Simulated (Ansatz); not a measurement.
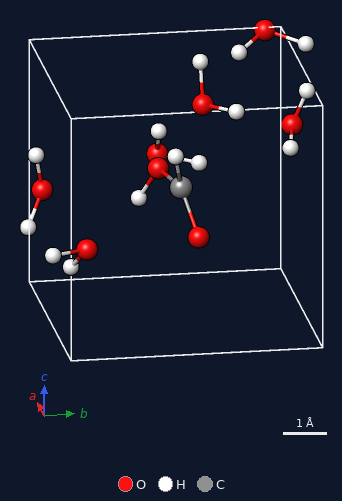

Starting frame of a dynamics run of a periodic cell with 6 H2O + 1 HCOOH at 1.17 g/cm³. It starts from the last geometry of an earlier run, with fresh velocities. The picture is a ball-and-stick view of the simulation cell, seen from a free direction.

Method: DFT PBE, scalar-relativistic, plane waves, PAW (Ansatz).

Input
```yaml
accuracy: low
crystal:
  lattice:
    - [6.024897, 0.0, 0.0]
    - [0.0, 6.024897, 0.0]
    - [0.0, 0.0, 6.024897]
  atoms:
    - { symbol: O, position: [0.46730801, 0.95313564, 0.76629827] }
    - { symbol: H, position: [0.5417447, 1.02402051, 0.87807813] }
    - { symbol: H, position: [0.56855061, 0.96372304, 0.6361862] }
    - { symbol: O, position: [0.87488027, 0.02730031, 0.41396755] }
    - { symbol: H, position: [0.99897689, 0.02361538, 0.51639827] }
    - { symbol: H, position: [0.90063299, -0.02437632, 0.25316006] }
    - { symbol: O, position: [0.98019529, 0.33612938, 0.83783741] }
    - { symbol: H, position: [1.1244094, 0.36546486, 0.88260919] }
    - { symbol: H, position: [0.92995612, 0.49391847, 0.80832686] }
    - { symbol: O, position: [0.41117386, 0.12863355, 0.31332145] }
    - { symbol: H, position: [0.51071898, 0.00975121, 0.26191883] }
    - { symbol: H, position: [0.28247803, 0.0425642, 0.28769927] }
    - { symbol: O, position: [0.30766471, 0.5716239, -0.07850871] }
    - { symbol: H, position: [0.38655541, 0.71794935, -0.14121986] }
    - { symbol: H, position: [0.38520901, 0.57419478, 0.07314206] }
    - { symbol: O, position: [-0.0398485, -0.07378461, 0.99705596] }
    - { symbol: H, position: [-0.06204524, 0.08580614, 0.93892269] }
    - { symbol: H, position: [0.03490731, -0.16398715, 0.88502587] }
    - { symbol: O, position: [0.63209666, 0.44768963, 0.55945177] }
    - { symbol: C, position: [0.7614, 0.56053078, 0.43230756] }
    - { symbol: O, position: [0.72202065, 0.62386072, 0.23484882] }
    - { symbol: H, position: [0.51949527, 0.352072, 0.47875613] }
    - { symbol: H, position: [0.93155431, 0.56674336, 0.50358034] }
basis:
  ecutwfc: 420.0
kpoints:
  mp_grid: { grid: [1, 1, 1] }
hamiltonian:
  xc: pbe
scf:
  occupations: { method: fermi_dirac, width: 0.02 }
  lower_state_search: "off"
md:
  timestep: 0.5
  n_steps: 400
  ensemble: nvt_langevin
  temperature: 1000.0
  initial_velocities: maxwell_boltzmann
  seed: 464409
  friction: 0.05
  masses: [{ species: H, mass: 2.014 }]
```

Run as
```bash
ansatz run input.yaml --threads 1 --pin off --max-ram 3072MiB --backend cpu --events-out ev --progress --plain --runs-dir out
```

Predict how the run goes.

Answer. The mean temperature in the second half is 981 K (standard deviation 153 K). The potential energy is still drifting at the end, so the run hasn't reached equilibrium. The potential energy in the second half lies on average 8.4 meV per atom above the first frame. In the second half of the run the atoms are, in the root-mean-square, this far from where they began (common drift taken out): H 1.04 Å, O 0.58 Å, C 0.48 Å. The heavy atoms stay within a fraction of a molecule's size of their starting places, while the hydrogen atoms travel further, as molecules turn; so short a run doesn't tell a liquid from a solid.

Along the run (each row but the first and the last is the mean over the interval that it begins):

| time (fs) | potential energy (meV/atom) | T (K) |
| --- | --- | --- |
| 0.0 | 0.0 | 957 |
| 25.0 | -5.2 | 1048 |
| 50.0 | -2.3 | 815 |
| 75.0 | -0.9 | 909 |
| 100.0 | -8.8 | 890 |
| 125.0 | -13.7 | 913 |
| 150.0 | 26.1 | 1021 |
| 175.0 | 29.6 | 1103 |
| 200.0 | 18.3 | 925 |

The paths of the atoms:

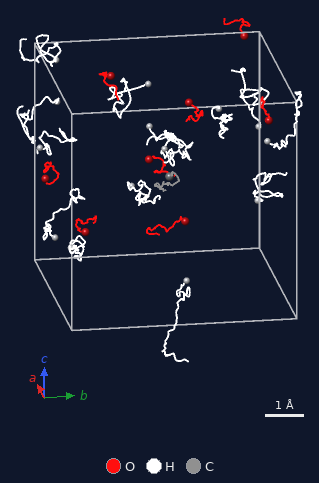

Limits of the set-up: the program's low-accuracy preset was used; masses were changed (H 2.014 u), which shifts the vibrations; the periodic images lie only 6.0 Å apart, so the values are limited by the cell's size.
